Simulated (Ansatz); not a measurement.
A series of calculations on SiO2

**1. Relaxation**

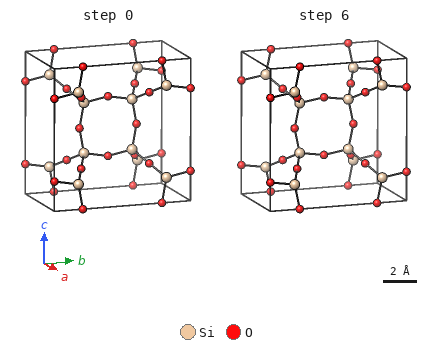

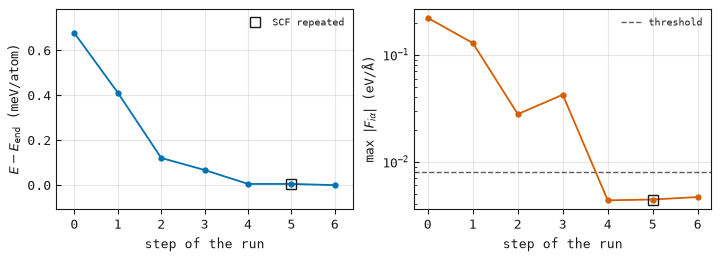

First and last geometry of a relaxation of a crystal of SiO$_{2}$ (set up in P-1), with the history of the run. A ball-and-stick model of the larger cell on standard axes (2 times the calculation's cell), seen slightly off an axis.

Case: shear of c along a, cell held, atoms relaxed: +1.0 %.

These are results of Ansatz 0.2.0, DFT PBE, scalar-relativistic, plane waves, PAW, not measurements.

Input file:
```yaml
crystal:
  lattice:
    - [-4.5052549898, 4.5052549898, 2.6365112355]
    - [4.5052549898, -4.5052549898, 2.6365112355]
    - [4.4636258436, 4.546884136, -2.6121495264]
  atoms:
    - { symbol: Si, position: [0.1769304079, 0.1769304079, 0.3538608158] }
    - { symbol: Si, position: [0.8230695921, 0.1769304079, 0.0] }
    - { symbol: Si, position: [0.1769304079, 0.8230695921, 0.0] }
    - { symbol: Si, position: [0.8230695921, 0.8230695921, 0.6461391842] }
    - { symbol: O, position: [0.5, 0.5, 0.5] }
    - { symbol: O, position: [0.0, 0.5, 0.0] }
    - { symbol: O, position: [0.5, 0.0, 0.0] }
    - { symbol: O, position: [0.0, 0.0, 0.5] }
    - { symbol: O, position: [0.0, 0.209452897, 0.209452897] }
    - { symbol: O, position: [0.790547103, 0.0, 0.790547103] }
    - { symbol: O, position: [0.209452897, 0.0, 0.209452897] }
    - { symbol: O, position: [0.0, 0.790547103, 0.790547103] }
basis:
  ecutwfc: 420
kpoints:
  mp_grid: { grid: [6, 6, 6] }
hamiltonian:
  xc: pbe
scf:
  occupations: { method: gaussian, width: 0.02 }
output:
  forces: true
  stress: true
  eigenvalues: true
relax:
  adjacent_minimum: "off"
  f_tol: 0.008
  max_steps: 40
```

Run as
```bash
ansatz run input.yaml --threads 2 --pin off --max-ram 5120MiB --backend cpu --events-out ev --progress --plain --runs-dir out
```

**Did the run converge, and what did it change?**

It converged. The largest moves, 0.061 Å, are those of O10 and O11. O10 goes along +c. By element the largest moves are O 0.061 Å, Si 0.021 Å. The cell doesn't change. Near-neighbour distances that change, for instance: Si1–O11 1.614 → 1.620 Å, Si1–O9 1.628 → 1.622 Å. Bond angles that change, for instance: Si2–O10–Si4 159.0° → 162.4°, Si1–O9–Si2 159.4° → 156.0°. The space group stays P-1 (No. 2). Over 5 accepted moves (6 points after the start) the energy falls by 0.7 meV per atom. The largest force component goes from 0.22 to 0.0047 eV/Å. 1 step only repeated the SCF at the same geometry. Cost: 2.8 min on 2 threads of Arm Neoverse V2, with other jobs on the host, peak memory 0.98 GiB.

**2. Relaxation**

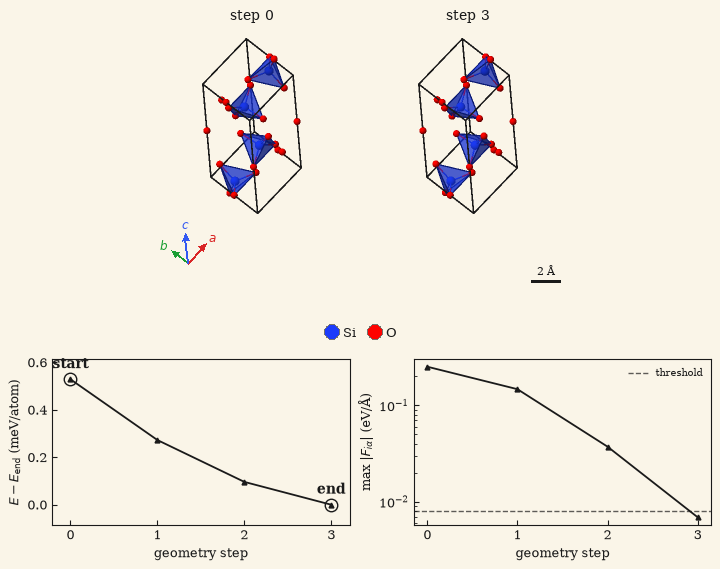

First and last geometry of a relaxation of a crystal of SiO2 (set up in P-1), with the history of the run. The picture is a polyhedral view of the cell of the calculation, reduced to other axes, seen from a free direction. Lengths and directions refer to the drawn axes.

Case: shear of c along a, cell held, atoms relaxed: +4.0 %.

Theory: Ansatz, DFT PBE, scalar-relativistic, plane waves, PAW.

Input
```yaml
crystal:
  lattice:
    - [-4.5052549898, 4.5052549898, 2.6365112355]
    - [4.5052549898, -4.5052549898, 2.6365112355]
    - [4.3387384049, 4.6717715747, -2.5390643989]
  atoms:
    - { symbol: Si, position: [0.17405378, 0.182793254, 0.3537685226] }
    - { symbol: Si, position: [0.8273795316, 0.181124998, 0.0087401392] }
    - { symbol: Si, position: [0.1726204684, 0.818875002, -0.0087401392] }
    - { symbol: Si, position: [0.82594622, 0.817206746, 0.6462314774] }
    - { symbol: O, position: [0.5, 0.5, 0.5] }
    - { symbol: O, position: [0.0, 0.5, 0.0] }
    - { symbol: O, position: [0.5, 0.0, 0.0] }
    - { symbol: O, position: [0.0, 0.0, 0.5] }
    - { symbol: O, position: [0.0010669963, 0.2277280194, 0.2266272004] }
    - { symbol: O, position: [0.8072053146, -0.0015108945, 0.808731753] }
    - { symbol: O, position: [0.1927946854, 0.0015108945, 0.191268247] }
    - { symbol: O, position: [-0.0010669963, 0.7722719806, 0.7733727996] }
basis:
  ecutwfc: 420
kpoints:
  mp_grid: { grid: [6, 6, 6] }
hamiltonian:
  xc: pbe
scf:
  occupations: { method: gaussian, width: 0.02 }
output:
  forces: true
  stress: true
  eigenvalues: true
relax:
  adjacent_minimum: "off"
  f_tol: 0.008
  max_steps: 40
```

Command:
```bash
ansatz run input.yaml --threads 2 --pin off --max-ram 5120MiB --backend cpu --events-out ev --progress --plain --runs-dir out
```

What do the curves and the structures tell?

Answer. It converged. After 3 geometry steps the energy has fallen by 0.5 meV per atom. Largest force component: 0.25 eV/Å at the start, 0.0069 eV/Å at the end. The largest moves, 0.043 Å, are those of O10 and O11. O11 goes along [−1 1 1]. By element the largest moves are O 0.043 Å, Si 0.015 Å. The lattice vectors keep their values. Near-neighbour distances that change, for instance: Si1–O11 1.613 → 1.620 Å. Among the angles between lasting bonds that change: Si1–O11–Si3 167.7° → 170.1°. The space group stays P-1 (No. 2). Cost: 100 s on 2 threads of Arm Neoverse V2 (shared host), peak memory 0.98 GiB.

**3. Series**

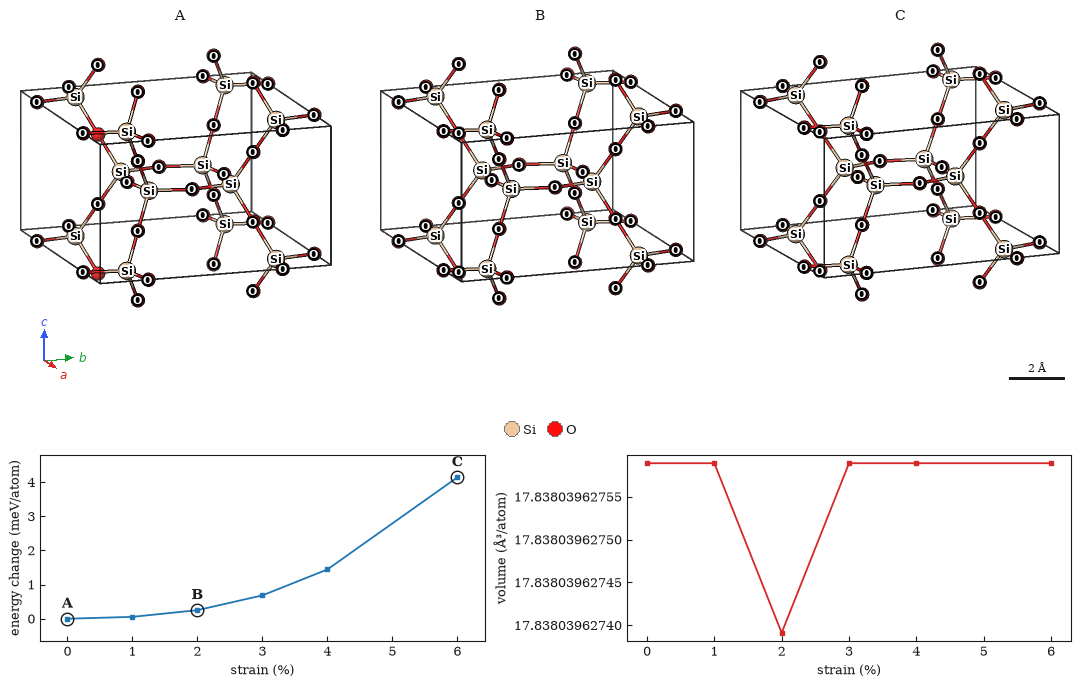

Members of a series of calculations on crystalline SiO₂ (set up in I4/mmm), marked on the first curve. A ball-and-stick model of the conventional cell (2 times the calculation's cell), seen slightly off an axis. Lengths and directions refer to the drawn axes.

Method: DFT PBE, scalar-relativistic, plane waves, PAW in Ansatz 0.2.0. (plane-wave cutoff 420 eV; k-point mesh 6 × 6 × 6; occupations gaussian; smearing width 0.02 eV; no spin polarisation)

Question: Describe the series.

Answer: Shear of c along a, cell held, atoms relaxed. A (strain 0.0 %): energy change 0.0 meV/atom, volume 17.84 Å³ per atom. B (strain 2.0 %): energy change 0.3 meV/atom, volume 17.84 Å³ per atom. C (strain 6.0 %): energy change 4.1 meV/atom, volume 17.84 Å³ per atom. The rest compares A with C. The drawn cell changes at constant volume: a 9.011 → 8.766 Å (−2.7 %), b 9.011 → 9.265 Å (+2.8 %), c unchanged at 5.273 Å, α 90.0° → 89.1°, β 90.0° → 89.0°, γ 90.0° → 89.9°. Among the bonded contacts that change: O–Si 1.617 → 1.616 to 1.636 Å.
